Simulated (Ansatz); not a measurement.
# Run report: TaN, geometry relaxation (part 2 of 2)

TaN (2 atoms in the cell); DFT, PBE, PAW with Ansatz's default frozen-core files, scalar-relativistic, no spin polarisation (Ansatz 0.2.0); cutoff 420 eV, 14×14×14 k-mesh, Fermi–Dirac smearing of 0.08 eV. The structure was built on a prototype by a generator; it need not be a known phase. Its volume is 0.93 times that of the source entry. It belongs to a series of runs on one base structure; here: CsCl relaxed under pressure, PAW files.

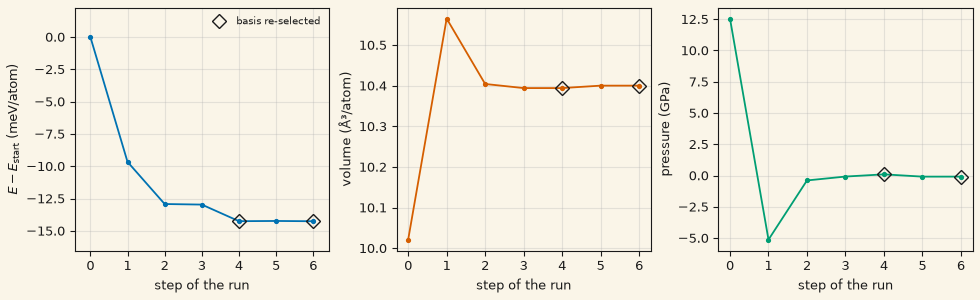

*Progress of the relaxation, step by step (the first geometry is step 0 here and step 1 in the log).*

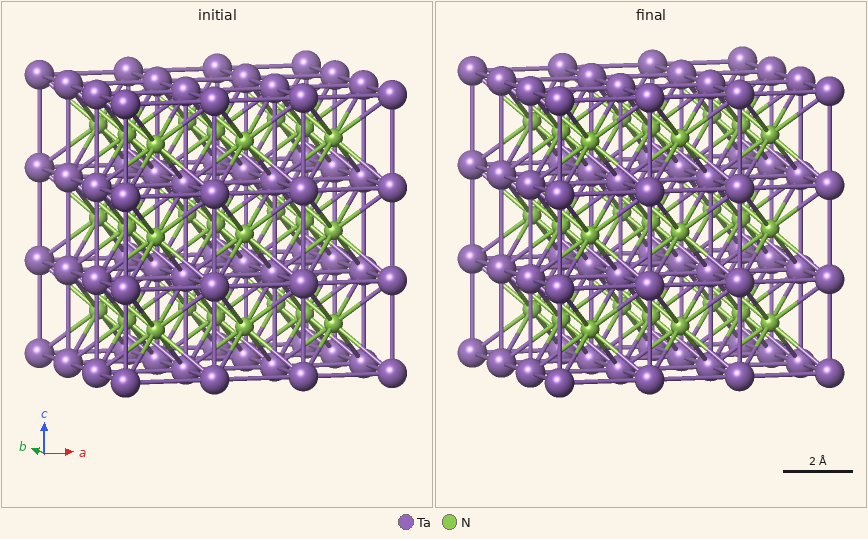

*Before (left) and after (right) the relaxation, at one scale (ball-and-stick view of the cell of the calculation, repeated 3 × 3 × 3, seen slightly off an axis).*

No atom moves by more than 0.005 Å relative to the cell. Cell: a = b = c 2.716 → 2.750 Å (+1.2 %). Volume +3.8 %. Distances before and after: Ta1–Ta1 2.716 → 2.750 Å, Ta1–N2 2.352 → 2.382 Å. The space group stays Pm-3m (No. 221). After 4 geometry steps the energy has fallen by 14.2 meV per atom. All forces vanish by symmetry, so only the cell relaxes. The pressure goes from 12.55 to −0.09 GPa. The basis was re-selected once at an unchanged geometry, which shifts the energy a little without any move. The energy change given includes the shifts at the re-selections in mid-walk, which come without any move. A last SCF at the same geometry on a re-selected plane-wave basis shifts the energy by next to nothing (0.0 meV per atom). (Atoms are counted from 1 in the order of the input.)

```
basis re-selected at this cell: Δ(F+E_penalty+E_count) = -4.272e-5 eV, ΔP = +0.001 GPa vs the last step (what re-selecting the basis moved, of the pressure what is left beyond the Pulay correction that the steps carried, after the strain that the cell walked since its last selection, with what the two solves' SCF thresholds leave and, on support functions, any second-order correction that the steps lacked; it is no measure of the basis error at this ecutwfc). This SCF's stress stands 3.14e-3 GPa from its target on what of the cell is left free (relax.cell.stress_tol is 3.00e-2 GPa) and its largest allowed force component is 4.34e-30 eV/Å (relax.f_tol is 5.00e-3 eV/Å): within both
SCF converged after 8 iterations
Free energy (F): -10316.946227 eV
Harris-Foulkes:  -10316.946227 eV  (|F-HF|=1.09e-11)
Internal energy: -10316.943269 eV  (E = F + TS)
E sigma→0 (E₀):  -10316.944748 eV
Entropy (-TS):   -0.002958 eV (-1.479 meV/atom)
Fermi energy:    21.752551 eV
--- Per-component energies (eV) ---
  E_band       = -33.398578
  E_kinetic    = 499.445428
  E_local      = -539.346503  (includes V_loc(G=0)·N_el)
  E_nonlocal   = 60.525174
  E_hartree    = 180.383131
  E_xc         = -279.926367
  E_vxc        = -282.389987  (∫ρ·V_xc dr)
  E_paw        = -8524.067759  (= ΣΔE_a)
  E_vpaw       = -132.399253  (= ΣTr[D̂ρ^β])
  E_aug_tail   = 0.000300  (compensation charges beyond the density's cutoff)
  E_ewald      = -1713.956675
  E_smearing   = -0.002958  (= −TS)
  E_closure    = 0.000000  (closes the sum)
  Σ components = -10316.946227   (vs F -10316.946227, Δ=0.00e0)
--- Forces (eV/Å), atoms counted from 1 ---
  atom   1  Ta    -0.00000000    -0.00000000     0.00000000
  atom   2  N     -0.00000000     0.00000000     0.00000000
  max |Σ_I F_I| component: 1.24e-29 eV/Å
--- Stress (GPa, compression-positive) ---
       -0.087860      -0.000000       0.000000
       -0.000000      -0.087860       0.000000
        0.000000       0.000000      -0.087860
  P = ⅓ Tr σ = -0.0879 GPa (-0.879 kbar)
--- Band table (eV; the first three rows and the last of 120) ---
  k-point 0: bands = ["-47.4331", "-13.4676", "-13.4676", "-13.4676", "3.4507", "16.9266", "16.9266", "19.0109", "19.0109", "19.0109", "23.9105", "25.5954", "25.5954"]
  k-point 1: bands = ["-47.4288", "-13.5359", "-13.4616", "-13.4616", "3.5544", "16.7715", "16.9766", "18.9039", "18.9039", "19.0140", "24.2721", "25.6222", "25.6519"]
  k-point 2: bands = ["-47.4170", "-13.7235", "-13.4449", "-13.4449", "3.8513", "16.1083", "17.1207", "18.6121", "18.6121", "19.4502", "25.1137", "25.6976", "25.8120"]
  k-point 119: bands = ["-47.1836", "-14.3220", "-14.3220", "-14.3220", "7.5220", "12.7201", "12.7201", "12.7201", "27.7761", "27.7761", "27.7761", "28.7511", "28.7511"]
--- Relaxed structure (5 steps of the walk, 5 accepted, 2 SCFs on fresh bases) ---
  F+E_penalty+E_count = -10316.94622745 eV   max|allowed force component| = 4.339e-30 eV/Å   (the final SCF, on the basis selected at the relaxed cell)
  cell:  # Å, volume = 20.8002 Å³
    - [2.750147192094951, 5.476863279351201e-34, 9.609587951682145e-34]
    - [3.4105009431857303e-35, 2.750147192094951, 6.419766481290786e-35]
    - [1.0893541247940303e-33, 6.419766481290786e-35, 2.750147192094951]
  atoms:
    - { symbol: Ta, position: [4.726803588084464e-35, -9.601319788296249e-36, -2.9542522425524544e-36] }
    - { symbol: N, position: [0.49999999999999994, 0.49999999999999994, 0.49999999999999994] }
```

File rho_z.tsv
```
# z_ang	rho[e/angstrom^3]
# format = ansatz-planar-average/11
# lattice	2.750147192	0.000000000	0.000000000
# lattice	0.000000000	2.750147192	0.000000000
# lattice	0.000000000	0.000000000	2.750147192
# sites	2
# site	73	0.000000000	-0.000000000	-0.000000000
# site	7	1.375073596	1.375073596	1.375073596
0.000000	1.289153e0
0.137507	1.256906e0
0.275015	1.156114e0
0.412522	9.933640e-1
0.550029	8.087991e-1
0.687537	6.639322e-1
0.825044	6.052828e-1
0.962552	6.381322e-1
1.100059	7.146261e-1
1.237566	7.745444e-1
1.375074	7.949610e-1
1.512581	7.745444e-1
1.650088	7.146261e-1
1.787596	6.381322e-1
1.925103	6.052828e-1
2.062610	6.639322e-1
2.200118	8.087991e-1
2.337625	9.933640e-1
2.475132	1.156114e0
2.612640	1.256906e0
```

File v_z.tsv
```
# z_ang	v_es[eV]	v_tot[eV]
# format = ansatz-planar-average/11
# xc	pbe
# density_cutoff_ev	1680
# datasets	Ta=:simpson_from_first_knot:soft	N=:simpson_from_first_knot:soft
# lattice	2.750147192	0.000000000	0.000000000
# lattice	0.000000000	2.750147192	0.000000000
# lattice	0.000000000	0.000000000	2.750147192
# sites	2
# site	73	0.000000000	-0.000000000	-0.000000000
# site	7	1.375073596	1.375073596	1.375073596
0.000000	-2.390332e-1	-1.577728e1
0.137507	4.678612e-1	-1.490017e1
0.275015	2.459383e0	-1.248016e1
0.412522	5.306446e0	-9.007306e0
0.550029	8.457911e0	-5.158085e0
0.687537	1.109873e1	-1.966380e0
0.825044	1.248699e1	-3.212171e-1
0.962552	1.270292e1	-1.158128e-1
1.100059	1.214924e1	-8.299427e-1
1.237566	1.141065e1	-1.744312e0
1.375074	1.109494e1	-2.122148e0
1.512581	1.141065e1	-1.744312e0
1.650088	1.214924e1	-8.299427e-1
1.787596	1.270292e1	-1.158128e-1
1.925103	1.248699e1	-3.212171e-1
2.062610	1.109873e1	-1.966380e0
2.200118	8.457911e0	-5.158085e0
2.337625	5.306446e0	-9.007306e0
2.475132	2.459383e0	-1.248016e1
2.612640	4.678612e-1	-1.490017e1
```

Trajectory as extended XYZ (Å, eV, eV/Å), 7 frames, from step=1 to step=7
```
2
Lattice="2.7163 0.0000 0.0000 0.0000 2.7163 0.0000 0.0000 0.0000 2.7163" Properties=species:S:1:pos:R:3:forces:R:3 step=1 energy=-10316.91771 pressure_GPa=12.55
Ta    0.0000    0.0000    0.0000    0.0000   0.0000   0.0000
N     1.3582    1.3582    1.3582    0.0000   0.0000   0.0000
2
Lattice="2.7646 0.0000 0.0000 0.0000 2.7646 0.0000 0.0000 0.0000 2.7646" Properties=species:S:1:pos:R:3:forces:R:3 step=2 energy=-10316.93704 pressure_GPa=-5.13
Ta    0.0000    0.0000    0.0000    0.0000   0.0000   0.0000
N     1.3823    1.3823    1.3823    0.0000   0.0000   0.0000
2
Lattice="2.7505 0.0000 0.0000 0.0000 2.7505 0.0000 0.0000 0.0000 2.7505" Properties=species:S:1:pos:R:3:forces:R:3 step=3 energy=-10316.94356 pressure_GPa=-0.39
Ta    0.0000    0.0000    0.0000    0.0000   0.0000   0.0000
N     1.3753    1.3753    1.3753    0.0000   0.0000   0.0000
2
Lattice="2.7496 0.0000 0.0000 0.0000 2.7496 0.0000 0.0000 0.0000 2.7496" Properties=species:S:1:pos:R:3:forces:R:3 step=4 energy=-10316.94365 pressure_GPa=-0.08
Ta    0.0000    0.0000    0.0000    0.0000   0.0000   0.0000
N     1.3748    1.3748    1.3748    0.0000   0.0000   0.0000
2
Lattice="2.7496 0.0000 0.0000 0.0000 2.7496 0.0000 0.0000 0.0000 2.7496" Properties=species:S:1:pos:R:3:forces:R:3 step=5 energy=-10316.94622 pressure_GPa=0.09
Ta    0.0000    0.0000    0.0000    0.0000   0.0000   0.0000
N     1.3748    1.3748    1.3748    0.0000   0.0000   0.0000
2
Lattice="2.7501 0.0000 0.0000 0.0000 2.7501 0.0000 0.0000 0.0000 2.7501" Properties=species:S:1:pos:R:3:forces:R:3 step=6 energy=-10316.94619 pressure_GPa=-0.09
Ta    0.0000    0.0000    0.0000    0.0000   0.0000   0.0000
N     1.3751    1.3751    1.3751    0.0000   0.0000   0.0000
2
Lattice="2.7501 0.0000 0.0000 0.0000 2.7501 0.0000 0.0000 0.0000 2.7501" Properties=species:S:1:pos:R:3:forces:R:3 step=7 energy=-10316.94623 pressure_GPa=-0.09
Ta    0.0000    0.0000    0.0000    0.0000   0.0000   0.0000
N     1.3751    1.3751    1.3751    0.0000   0.0000   0.0000
```

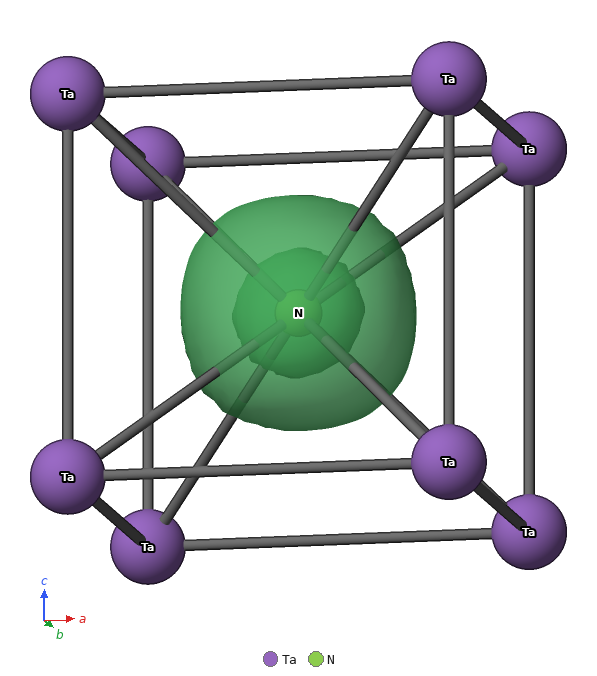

*Isosurface of the ELF at 0.7 (green), seen at an oblique angle. Core shells and regions of very low density are left out. Sticks mark near contacts. The outline is the cell set on symmetry axes.*

Along the contacts the grid gives the following. Ta–N (2.38 Å): the ELF is about 0.15 at the midpoint (a polar contact without a shared pair, in a metal). Ta–Ta (2.75 Å): the ELF is about 0.45 at the midpoint (no localised pair between them). Core electrons are frozen (PAW), so the fields are smoothed inside the atomic spheres.

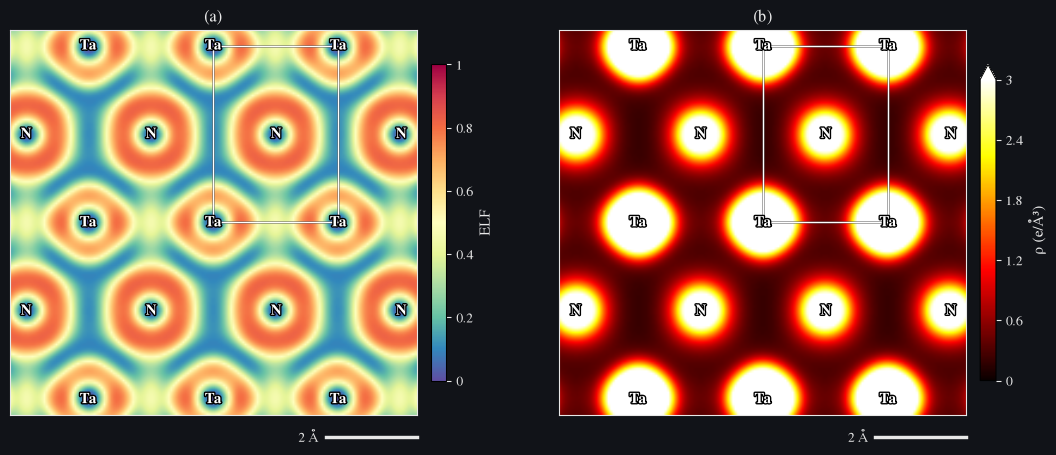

*(a) electron localisation function; (b) valence charge density (pseudo) on the (101) plane of the conventional cell.*

The section cuts through Ta and N sites. Ta–N (2.38 Å): the density is about 0.39 e/Å³ at the midpoint; the ELF is about 0.15 at the midpoint (a polar contact without a shared pair, in a metal). Ta–Ta (2.75 Å): the density is about 0.41 e/Å³ at the midpoint; the ELF is about 0.45 at the midpoint; no shared electron pair. Away from the nuclei the density in this plane falls to 0.21 e/Å³ at its lowest. The strong features right at Ta lie inside the PAW spheres (semicore, d or f shells) and say nothing about bonding.

This output came from the following input.

Input
```yaml
crystal:
  lattice:
    - [2.7163246205, 0.0, 0.0]
    - [0.0, 2.7163246205, 0.0]
    - [0.0, 0.0, 2.7163246205]
  atoms:
    - { symbol: Ta, position: [0.0, 0.0, 0.0] }
    - { symbol: "N", position: [0.5, 0.5, 0.5] }
kpoints:
  mp_grid: { grid: [14, 14, 14] }
scf:
  occupations: { method: fermi_dirac, width: 0.08 }
hamiltonian:
  xc: pbe
  pseudopotentials: { kind: paw }
output:
  forces: true
  stress: true
  eigenvalues: true
  write_density: true
  write_potential: true
  elf: true
  volumetric_format: npy
relax:
  f_tol: 0.005
  max_steps: 40
  cell: { p_target: -0.091, stress_tol: 0.03 }
```

Command:
```bash
ansatz run input.yaml --threads 1 --pin off --max-ram 3584MiB --backend cpu --events-out ev --progress --plain --runs-dir out
```

Results in brief

```tsv
quantity	value
outcome	converged
space group (tolerance 0.01 Å)	Pm-3m (221)
electrons treated	18
free energy	−10316.9462 eV
Fermi energy	21.753 eV
pressure	−0.09 GPa
final volume	20.80 Å³
largest force (length of the vector) at the end	under 0.001 eV/Å
final cell	a = 2.750 Å, b = 2.750 Å, c = 2.750 Å, α = 90.00°, β = 90.00°, γ = 90.00°
hardware	1 thread of AMD EPYC (Zen 5), 64 GiB of memory available, shared host
wall time	5.7 s
peak memory	0.41 GiB
```

Notes

Spin–orbit coupling is left out, which matters for Ta.
